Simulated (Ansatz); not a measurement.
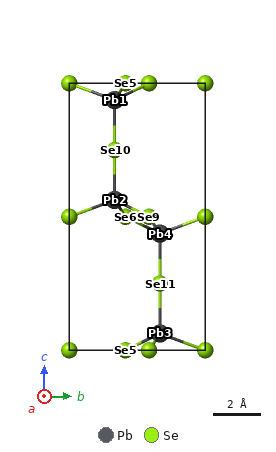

Solid PbSe$_{2}$ (a generated structure, set up in P6_322) (coarse preliminary run), before the relaxation. The picture is a ball-and-stick view of the cell of the calculation, seen along the a axis.

Case: O → Se, Si → Pb on all its sites, cell and atoms relaxed.

Computed with DFT r2SCAN, scalar-relativistic, plane waves, PAW (Ansatz).

The input:
```yaml
crystal:
  lattice:
    - [6.7781515847, 0.0, 0.0]
    - [-3.3890757923, 5.8700514631, 0.0]
    - [0.0, 0.0, 11.527904233]
  atoms:
    - { symbol: Pb, position: [0.6666666667, 0.3333333333, 0.937046069] }
    - { symbol: Pb, position: [0.6666666667, 0.3333333333, 0.562953931] }
    - { symbol: Pb, position: [0.3333333333, 0.6666666667, 0.062953931] }
    - { symbol: Pb, position: [0.3333333333, 0.6666666667, 0.437046069] }
    - { symbol: Se, position: [0.0, 0.4133082358, 0.0] }
    - { symbol: Se, position: [0.4133082358, 0.4133082358, 0.5] }
    - { symbol: Se, position: [0.5866917642, 0.0, 0.5] }
    - { symbol: Se, position: [0.5866917642, 0.5866917642, 0.0] }
    - { symbol: Se, position: [0.0, 0.5866917642, 0.5] }
    - { symbol: Se, position: [0.6666666667, 0.3333333333, 0.75] }
    - { symbol: Se, position: [0.3333333333, 0.6666666667, 0.25] }
    - { symbol: Se, position: [0.4133082358, 0.0, 0.0] }
basis:
  ecutwfc: 500
kpoints:
  mp_grid: { grid: [3, 3, 2] }
hamiltonian:
  xc: r2scan
scf:
  occupations: { method: gaussian, width: 0.1 }
output:
  forces: true
  stress: true
  eigenvalues: true
relax:
  adjacent_minimum: "off"
  f_tol: 0.05
  max_steps: 60
  cell: { stress_tol: 0.5 }
```

Launched with:
```bash
ansatz run input.yaml --threads 2 --pin off --max-ram 5120MiB --backend cpu --events-out ev --progress --plain --runs-dir out
```

Predict the outcome.

Answer. The energy falls by 2548 meV per atom in 9 accepted moves (11 points after the start). The largest force component goes from 6.2 to 0.039 eV/Å. Pressure: 41.36 GPa at the start and −0.07 GPa at the end. The line search rejected the trial step at point 9 of the run. The SCF was repeated once at an unchanged geometry on a basis and grid sized afresh for the cell, which shifted the energy by 0.6 meV per atom at most. The largest moves relative to the cell, 1.02 Å, are those of Se5, Se6, Se7, Se8, Se9 and Se12. Se12 goes along −a. Pb stays in place. The volume changes by +24.0 %, with a = b 6.778 → 6.850 Å (+1.1 %), c 11.528 → 13.991 Å (+21.4 %). Some distances before and after: Se5–Se12 4.852 → 3.131 Å, Pb1–Se12 2.168 → 2.702 Å, Pb1–Se10 2.156 → 2.617 Å. Bond angles that change, for instance: Pb2–Se9–Pb4 148.5° → 106.5°. The space group stays P6_322 (No. 182). The run took 4.1 min on 2 threads of Intel(R) Xeon(R) 6975P-C (Granite Rapids), with other jobs on the host, peak memory 2.1 GiB.

The end point in the same view:

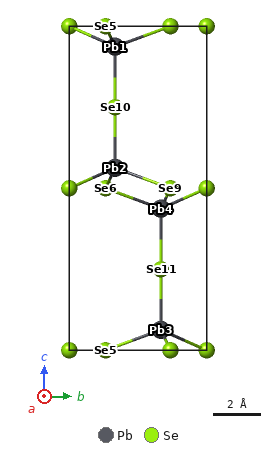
